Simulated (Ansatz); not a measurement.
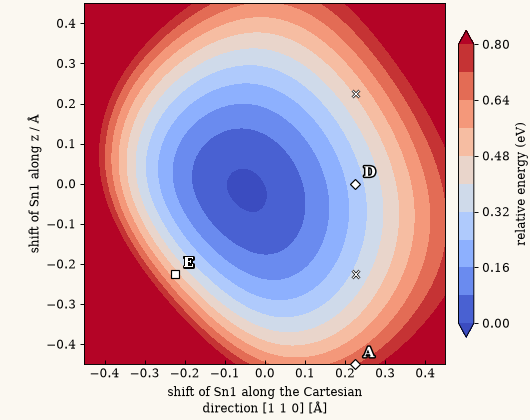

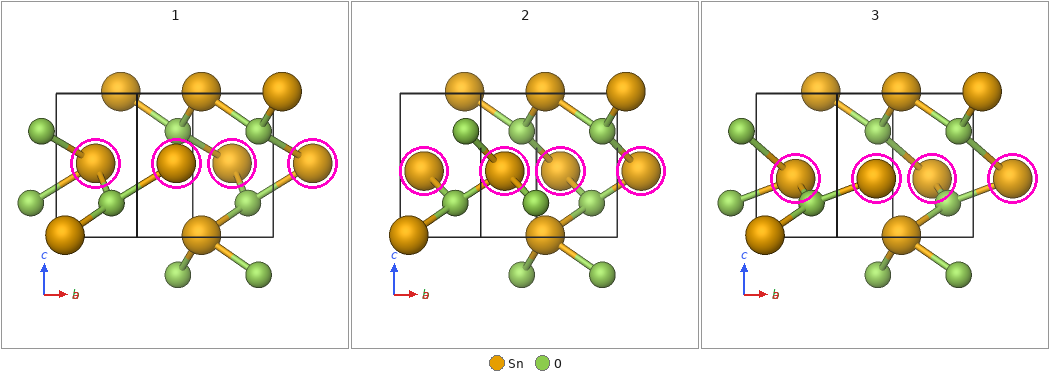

SnO (Pmn2_1, No. 31; 4 atoms in the cell). Atom Sn1 is moved over a plane while all other atoms and the cell stay fixed (its periodic images move with it) (x along [1 0 0], y along [0 1 0], z along [0 0 1] of the conventional cell). Coordinates scanned: (1) shift of Sn1 along the Cartesian direction [1 1 0]; (2) shift of Sn1 along z. Grid: 5 × 5 points. At 2 points there is no value. Points are written as (first, second). All energies are given in eV per cell relative to the lowest grid point. The reference cell is the one listed in the database, not relaxed at this level. All numbers below come from DFT LDA, scalar-relativistic, plane waves, PAW in Ansatz. Settings: cutoff 420 eV, k-mesh 8×6×6 in the order of the run's cell vectors, gaussian smearing 0.05 eV, no spin polarisation.

Drawn: filled contours, crosses at grid points without a value, one colour for all values above the top of the scale, lettered points. Between grid points the surface is interpolated. The numbered pictures are the structures at these points, in random order. Rings mark the moved atoms.

Which structure belongs to which point?

A is structure 3: (0.225 Å, −0.450 Å), 0.71 eV; D is structure 1: (0.225 Å, 0.000 Å), 0.28 eV; E is structure 2: (−0.225 Å, −0.225 Å), 0.51 eV.
